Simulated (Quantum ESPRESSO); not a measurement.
Band-structure run of Ru (part 1 of 3)

- system: Ru (P6₃/mmc, 2 atoms in the cell)
- method: Kohn-Sham DFT of a periodic cell, PBEsol, spin-orbit coupling, PseudoDojo 0.4 FR PBEsol standard, no spin polarisation (Quantum ESPRESSO 7.5)

The structure derives from an entry of the Crystallography Open Database.

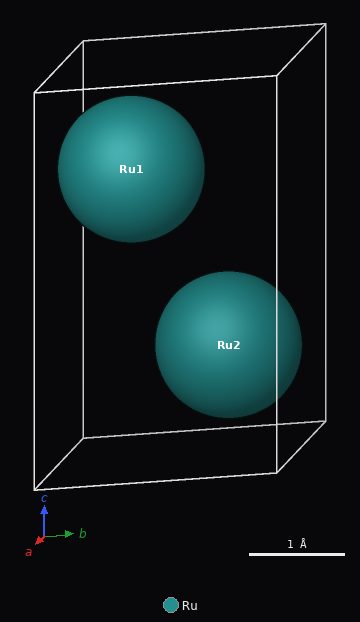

The structure (spheres-only view of the cell of the calculation, seen slightly off an axis; atoms are numbered from 1 in the order of the input). An atom can appear more than once, as a periodic image.

Input file:
```
&CONTROL
  calculation = 'scf'
  prefix = 'pwscf'
  outdir = './tmp'
  pseudo_dir = './pseudo'
  tprnfor = .true.
  tstress = .true.
  disk_io = 'low'
/
&SYSTEM
  ibrav = 0
  nat = 2
  ntyp = 1
  ecutwfc = 84
  nbnd = 48
  occupations = 'smearing'
  smearing = 'fd'
  degauss = 0.00367493
  noncolin = .true.
  lspinorb = .true.
/
&ELECTRONS
  conv_thr = 4d-10
  electron_maxstep = 120
  mixing_beta = 0.5
/
ATOMIC_SPECIES
Ru   101.0700 Ru.upf
CELL_PARAMETERS angstrom
   2.7058000000    0.0000000000    0.0000000000
  -1.3529000000    2.3432915376    0.0000000000
   0.0000000000    0.0000000000    4.2819000000
ATOMIC_POSITIONS angstrom
Ru     1.3529000001    0.7810971791    3.2114250000
Ru    -0.0000000001    1.5621943585    1.0704750000
K_POINTS automatic
11 11 6 0 0 0
```

File bands.in:
```
&CONTROL
  calculation = 'bands'
  prefix = 'pwscf'
  outdir = './tmp'
  pseudo_dir = './pseudo'
  disk_io = 'low'
  verbosity = 'high'
/
&SYSTEM
  ibrav = 0
  nat = 2
  ntyp = 1
  ecutwfc = 84
  nbnd = 48
  occupations = 'smearing'
  smearing = 'fd'
  degauss = 0.00367493
  noncolin = .true.
  lspinorb = .true.
/
&ELECTRONS
  conv_thr = 1d-08
  electron_maxstep = 120
  mixing_beta = 0.5
  diago_full_acc = .true.
/
ATOMIC_SPECIES
Ru   101.0700 Ru.upf
CELL_PARAMETERS angstrom
   2.7058000000    0.0000000000    0.0000000000
  -1.3529000000    2.3432915376    0.0000000000
   0.0000000000    0.0000000000    4.2819000000
ATOMIC_POSITIONS angstrom
Ru     1.3529000001    0.7810971791    3.2114250000
Ru    -0.0000000001    1.5621943585    1.0704750000
K_POINTS crystal
60
 0.0000000000  0.0000000000  0.0000000000 1
 0.0714285714  0.0000000000  0.0000000000 1
 0.1428571429  0.0000000000  0.0000000000 1
 0.2142857143  0.0000000000  0.0000000000 1
 0.2857142857  0.0000000000  0.0000000000 1
 0.3571428571  0.0000000000  0.0000000000 1
 0.4285714286  0.0000000000  0.0000000000 1
 0.5000000000  0.0000000000  0.0000000000 1
 0.4583333333  0.0833333333  0.0000000000 1
 0.4166666667  0.1666666667  0.0000000000 1
 0.3750000000  0.2500000000  0.0000000000 1
 0.3333333333  0.3333333333  0.0000000000 1
 0.2962962963  0.2962962963  0.0000000000 1
 0.2592592593  0.2592592593  0.0000000000 1
 0.2222222222  0.2222222222  0.0000000000 1
 0.1851851852  0.1851851852  0.0000000000 1
 0.1481481481  0.1481481481  0.0000000000 1
 0.1111111111  0.1111111111  0.0000000000 1
 0.0740740741  0.0740740741  0.0000000000 1
 0.0370370370  0.0370370370  0.0000000000 1
 0.0000000000  0.0000000000  0.0000000000 1
 0.0000000000  0.0000000000  0.1250000000 1
 0.0000000000  0.0000000000  0.2500000000 1
 0.0000000000  0.0000000000  0.3750000000 1
 0.0000000000  0.0000000000  0.5000000000 1
 0.0625000000  0.0000000000  0.5000000000 1
 0.1250000000  0.0000000000  0.5000000000 1
 0.1875000000  0.0000000000  0.5000000000 1
 0.2500000000  0.0000000000  0.5000000000 1
 0.3125000000  0.0000000000  0.5000000000 1
 0.3750000000  0.0000000000  0.5000000000 1
 0.4375000000  0.0000000000  0.5000000000 1
 0.5000000000  0.0000000000  0.5000000000 1
 0.4666666667  0.0666666667  0.5000000000 1
 0.4333333333  0.1333333333  0.5000000000 1
 0.4000000000  0.2000000000  0.5000000000 1
 0.3666666667  0.2666666667  0.5000000000 1
 0.3333333333  0.3333333333  0.5000000000 1
 0.3030303030  0.3030303030  0.5000000000 1
 0.2727272727  0.2727272727  0.5000000000 1
 0.2424242424  0.2424242424  0.5000000000 1
 0.2121212121  0.2121212121  0.5000000000 1
 0.1818181818  0.1818181818  0.5000000000 1
 0.1515151515  0.1515151515  0.5000000000 1
 0.1212121212  0.1212121212  0.5000000000 1
 0.0909090909  0.0909090909  0.5000000000 1
 0.0606060606  0.0606060606  0.5000000000 1
 0.0303030303  0.0303030303  0.5000000000 1
 0.0000000000  0.0000000000  0.5000000000 1
 0.5000000000  0.0000000000  0.5000000000 1
 0.5000000000  0.0000000000  0.4000000000 1
 0.5000000000  0.0000000000  0.3000000000 1
 0.5000000000  0.0000000000  0.2000000000 1
 0.5000000000  0.0000000000  0.1000000000 1
 0.5000000000  0.0000000000  0.0000000000 1
 0.3333333333  0.3333333333  0.0000000000 1
 0.3333333333  0.3333333333  0.1250000000 1
 0.3333333333  0.3333333333  0.2500000000 1
 0.3333333333  0.3333333333  0.3750000000 1
 0.3333333333  0.3333333333  0.5000000000 1
```

Hardware: 1 thread of AMD EPYC (Zen 3), 24 GiB of memory available, shared host.

Launched with:
```bash
OMP_NUM_THREADS=1 pw.x -in pw.in > pw.out
OMP_NUM_THREADS=1 pw.x -in bands.in > bands.out
```

Log:
```
This program is part of the open-source Quantum ESPRESSO suite
     for quantum simulation of materials; please cite
         "P. Giannozzi et al., J. Phys.:Condens. Matter 21 395502 (2009);
         "P. Giannozzi et al., J. Phys.:Condens. Matter 29 465901 (2017);
         "P. Giannozzi et al., J. Chem. Phys. 152 154105 (2020);
          URL
     in publications or presentations arising from this work. More details at

     Message from routine setup:
     using ibrav=0 with symmetry is DISCOURAGED, use correct ibrav instead

     G-vector sticks info
     --------------------
     sticks:   dense  smooth     PW     G-vecs:    dense   smooth      PW
     Sum         595     595    187                18953    18953    3091

     Using Slab Decomposition

     bravais-lattice index     =            0
     lattice parameter (alat)  =       5.1132  a.u.
     unit-cell volume          =     183.2125 (a.u.)^3
     number of atoms/cell      =            2
     number of atomic types    =            1
     number of electrons       =        32.00
     number of Kohn-Sham states=           48
     kinetic-energy cutoff     =      84.0000  Ry
     charge density cutoff     =     336.0000  Ry
     scf convergence threshold =      4.0E-10
     mixing beta               =       0.5000
     number of iterations used =            8  plain     mixing
     Exchange-correlation= PBESOL
                           (   1   4  10   8   0   0   0)
     Non magnetic calculation with spin-orbit

     celldm(1)=   5.113221  celldm(2)=   0.000000  celldm(3)=   0.000000
     celldm(4)=   0.000000  celldm(5)=   0.000000  celldm(6)=   0.000000

     crystal axes: (cart. coord. in units of alat)
               a(1) = (   1.000000   0.000000   0.000000 )
               a(2) = (  -0.500000   0.866025   0.000000 )
               a(3) = (   0.000000   0.000000   1.582489 )

     reciprocal axes: (cart. coord. in units 2 pi/alat)
               b(1) = (  1.000000  0.577350 -0.000000 )
               b(2) = (  0.000000  1.154701  0.000000 )
               b(3) = (  0.000000 -0.000000  0.631916 )

     PseudoPot. # 1 for Ru read from file:
     Ru.upf
     Pseudo is Norm-conserving + core correction, Zval = 16.0
     Generated using ONCVPSP code by D. R. Hamann
     Using radial grid of 1584 points, 10 beta functions with:
                l(1) =   0
                l(2) =   0
                l(3) =   1
                l(4) =   1
                l(5) =   1
                l(6) =   1
                l(7) =   2
                l(8) =   2
                l(9) =   2
               l(10) =   2

     atomic species   valence    mass     pseudopotential
     Ru               16.00   101.07000     Ru( 1.00)

     24 Sym. Ops., with inversion, found (12 have fractional translation)

   Cartesian axes

     site n.     atom                  positions (alat units)
         1        Ru     tau(   1) = (   0.5000000   0.2886751   1.1868671  )
         2        Ru     tau(   2) = (  -0.0000000   0.5773503   0.3956224  )

     number of k points=    64  Fermi-Dirac smearing, width (Ry)=  0.0037
                       cart. coord. in units 2pi/alat
        k(    1) = (   0.0000000   0.0000000   0.0000000), wk =   0.0013774
        k(    2) = (   0.0000000   0.0000000   0.1053193), wk =   0.0027548
        k(    3) = (   0.0000000   0.0000000   0.2106386), wk =   0.0027548
        k(    4) = (   0.0000000   0.0000000  -0.3159579), wk =   0.0013774
        k(    5) = (   0.0000000   0.1049728   0.0000000), wk =   0.0082645
        k(    6) = (   0.0000000   0.1049728   0.1053193), wk =   0.0165289
        k(    7) = (   0.0000000   0.1049728   0.2106386), wk =   0.0165289
        k(    8) = (   0.0000000   0.1049728  -0.3159579), wk =   0.0082645
        k(    9) = (   0.0000000   0.2099456   0.0000000), wk =   0.0082645
        k(   10) = (   0.0000000   0.2099456   0.1053193), wk =   0.0165289
        k(   11) = (   0.0000000   0.2099456   0.2106386), wk =   0.0165289
        k(   12) = (   0.0000000   0.2099456  -0.3159579), wk =   0.0082645
        k(   13) = (   0.0000000   0.3149183   0.0000000), wk =   0.0082645
        k(   14) = (   0.0000000   0.3149183   0.1053193), wk =   0.0165289
        k(   15) = (   0.0000000   0.3149183   0.2106386), wk =   0.0165289
        k(   16) = (   0.0000000   0.3149183  -0.3159579), wk =   0.0082645
        k(   17) = (   0.0000000   0.4198911   0.0000000), wk =   0.0082645
        k(   18) = (   0.0000000   0.4198911   0.1053193), wk =   0.0165289
        k(   19) = (   0.0000000   0.4198911   0.2106386), wk =   0.0165289
        k(   20) = (   0.0000000   0.4198911  -0.3159579), wk =   0.0082645
        k(   21) = (   0.0000000   0.5248639   0.0000000), wk =   0.0082645
        k(   22) = (   0.0000000   0.5248639   0.1053193), wk =   0.0165289
        k(   23) = (   0.0000000   0.5248639   0.2106386), wk =   0.0165289
        k(   24) = (   0.0000000   0.5248639  -0.3159579), wk =   0.0082645
        k(   25) = (   0.0909091   0.1574592   0.0000000), wk =   0.0082645
        k(   26) = (   0.0909091   0.1574592   0.1053193), wk =   0.0165289
        k(   27) = (   0.0909091   0.1574592   0.2106386), wk =   0.0165289
        k(   28) = (   0.0909091   0.1574592  -0.3159579), wk =   0.0082645
        k(   29) = (   0.0909091   0.2624319   0.0000000), wk =   0.0165289
        k(   30) = (   0.0909091   0.2624319   0.1053193), wk =   0.0330579
        k(   31) = (   0.0909091   0.2624319   0.2106386), wk =   0.0330579
        k(   32) = (   0.0909091   0.2624319  -0.3159579), wk =   0.0165289
        k(   33) = (   0.0909091   0.3674047   0.0000000), wk =   0.0165289
        k(   34) = (   0.0909091   0.3674047   0.1053193), wk =   0.0330579
        k(   35) = (   0.0909091   0.3674047   0.2106386), wk =   0.0330579
        k(   36) = (   0.0909091   0.3674047  -0.3159579), wk =   0.0165289
        k(   37) = (   0.0909091   0.4723775   0.0000000), wk =   0.0165289
        k(   38) = (   0.0909091   0.4723775   0.1053193), wk =   0.0330579
        k(   39) = (   0.0909091   0.4723775   0.2106386), wk =   0.0330579
        k(   40) = (   0.0909091   0.4723775  -0.3159579), wk =   0.0165289
        k(   41) = (   0.0909091   0.5773503   0.0000000), wk =   0.0082645
        k(   42) = (   0.0909091   0.5773503   0.1053193), wk =   0.0165289
        k(   43) = (   0.0909091   0.5773503   0.2106386), wk =   0.0165289
        k(   44) = (   0.0909091   0.5773503  -0.3159579), wk =   0.0082645
        k(   45) = (   0.1818182   0.3149183   0.0000000), wk =   0.0082645
        k(   46) = (   0.1818182   0.3149183   0.1053193), wk =   0.0165289
        k(   47) = (   0.1818182   0.3149183   0.2106386), wk =   0.0165289
        k(   48) = (   0.1818182   0.3149183  -0.3159579), wk =   0.0082645
        k(   49) = (   0.1818182   0.4198911   0.0000000), wk =   0.0165289
        k(   50) = (   0.1818182   0.4198911   0.1053193), wk =   0.0330579
        k(   51) = (   0.1818182   0.4198911   0.2106386), wk =   0.0330579
        k(   52) = (   0.1818182   0.4198911  -0.3159579), wk =   0.0165289
        k(   53) = (   0.1818182   0.5248639   0.0000000), wk =   0.0165289
        k(   54) = (   0.1818182   0.5248639   0.1053193), wk =   0.0330579
        k(   55) = (   0.1818182   0.5248639   0.2106386), wk =   0.0330579
        k(   56) = (   0.1818182   0.5248639  -0.3159579), wk =   0.0165289
        k(   57) = (   0.2727273   0.4723775   0.0000000), wk =   0.0082645
        k(   58) = (   0.2727273   0.4723775   0.1053193), wk =   0.0165289
        k(   59) = (   0.2727273   0.4723775   0.2106386), wk =   0.0165289
        k(   60) = (   0.2727273   0.4723775  -0.3159579), wk =   0.0082645
        k(   61) = (   0.2727273   0.5773503   0.0000000), wk =   0.0082645
        k(   62) = (   0.2727273   0.5773503   0.1053193), wk =   0.0165289
        k(   63) = (   0.2727273   0.5773503   0.2106386), wk =   0.0165289
        k(   64) = (   0.2727273   0.5773503  -0.3159579), wk =   0.0082645

     Dense  grid:    18953 G-vectors     FFT dimensions: (  30,  30,  48)

     Initial potential from superposition of free atoms

     starting charge      31.9986, renormalised to      32.0000
     Starting wfcs are   40 randomized atomic wfcs +    8 random wfcs

     Self-consistent Calculation

     iteration #  1     ecut=    84.00 Ry     beta= 0.50
     Davidson diagonalization with overlap
     ethr =  1.00E-02,  avg # of iterations =  4.3

     Threshold (ethr) on eigenvalues was too large:
     Diagonalizing with lowered threshold

     Davidson diagonalization with overlap
     ethr =  8.98E-04,  avg # of iterations =  1.2

     total energy              =    -404.01031688 Ry
     estimated scf accuracy    <       0.29329225 Ry

     iteration #  2     ecut=    84.00 Ry     beta= 0.50
     Davidson diagonalization with overlap
     ethr =  9.17E-04,  avg # of iterations =  2.1

     total energy              =    -404.07601754 Ry
     estimated scf accuracy    <       0.00790042 Ry

     iteration #  3     ecut=    84.00 Ry     beta= 0.50
     Davidson diagonalization with overlap
     ethr =  2.47E-05,  avg # of iterations =  4.2

     total energy              =    -404.07672972 Ry
     estimated scf accuracy    <       0.00109750 Ry

     iteration #  4     ecut=    84.00 Ry     beta= 0.50
     Davidson diagonalization with overlap
     ethr =  3.43E-06,  avg # of iterations =  3.1

     total energy              =    -404.07681415 Ry
     estimated scf accuracy    <       0.00003386 Ry

     iteration #  5     ecut=    84.00 Ry     beta= 0.50
     Davidson diagonalization with overlap
     ethr =  1.06E-07,  avg # of iterations =  2.0

     total energy              =    -404.07681951 Ry
     estimated scf accuracy    <       0.00000146 Ry

     iteration #  6     ecut=    84.00 Ry     beta= 0.50
     Davidson diagonalization with overlap
     ethr =  4.55E-09,  avg # of iterations =  2.3

     total energy              =    -404.07681984 Ry
     estimated scf accuracy    <       0.00000014 Ry

     iteration #  7     ecut=    84.00 Ry     beta= 0.50
     Davidson diagonalization with overlap
     ethr =  4.40E-10,  avg # of iterations =  1.1

     total energy              =    -404.07681984 Ry
     estimated scf accuracy    <       0.00000002 Ry

     iteration #  8     ecut=    84.00 Ry     beta= 0.50
     Davidson diagonalization with overlap
     ethr =  5.75E-11,  avg # of iterations =  2.0

     End of self-consistent calculation

          k = 0.0000 0.0000 0.0000 (  2369 PWs)   bands (ev):

   -49.4566 -49.4566 -49.2500 -49.2500 -21.7528 -21.7528 -21.2652 -21.2652
   -18.5790 -18.5790 -17.9596 -17.9596 -17.7763 -17.7763 -17.7466 -17.7466
    15.5060  15.5060  17.3226  17.3226  20.8316  20.8316  21.0921  21.0921
    21.1096  21.1096  21.4894  21.4894  21.7881  21.7881  22.1395  22.1395
    22.2826  22.2826  24.6884  24.6884  24.7888  24.7888  24.8674  24.8674
    33.8542  33.8542  38.6007  38.6007  41.1858  41.1858  41.8108  41.8108

          k = 0.0000 0.0000 0.1053 (  2381 PWs)   bands (ev):

   -49.4430 -49.4430 -49.2641 -49.2641 -21.7170 -21.7170 -21.2949 -21.2949
   -18.5299 -18.5299 -17.9475 -17.9475 -17.8092 -17.8092 -17.7887 -17.7887
    15.8135  15.8135  17.4210  17.4210  20.7014  20.7014  20.8744  20.8744
    21.0112  21.0112  21.3361  21.3361  21.6001  21.6001  22.5491  22.5491
    22.6450  22.6450  23.8338  23.8338  24.7138  24.7138  24.8617  24.8617
    35.1265  35.1265  38.1125  38.1125  40.9993  40.9993  42.2432  42.2432

          k = 0.0000 0.0000 0.2106 (  2406 PWs)   bands (ev):

   -49.4056 -49.4056 -49.3023 -49.3023 -21.6217 -21.6217 -21.3780 -21.3780
   -18.3909 -18.3909 -17.9751 -17.9751 -17.9142 -17.9142 -17.8225 -17.8225
    16.6222  16.6222  17.6070  17.6070  20.5923  20.5923  20.6473  20.6473
    20.8169  20.8169  20.9936  20.9936  21.2097  21.2097  22.0590  22.0590
    23.3376  23.3376  23.4083  23.4083  24.5847  24.5847  24.6900  24.6900
    37.7339  37.7339  37.8040  37.8040  39.8265  39.8265  43.2308  43.2308

          k = 0.0000 0.0000-0.3160 (  2388 PWs)   bands (ev):

   -49.3542 -49.3542 -49.3542 -49.3542 -21.4968 -21.4968 -21.4968 -21.4968
   -18.1897 -18.1897 -18.1897 -18.1897 -17.8684 -17.8684 -17.8684 -17.8684
    17.4441  17.4441  17.4441  17.4441  20.6971  20.6971  20.6971  20.6971
    20.7799  20.7799  20.7799  20.7799  20.9279  20.9279  20.9279  20.9279
    24.1010  24.1010  24.1010  24.1010  24.1781  24.1781  24.1781  24.1781
    38.1438  38.1438  38.1438  38.1438  41.4974  41.4974  41.4974  41.4974

          k = 0.0000 0.1050 0.0000 (  2379 PWs)   bands (ev):
```
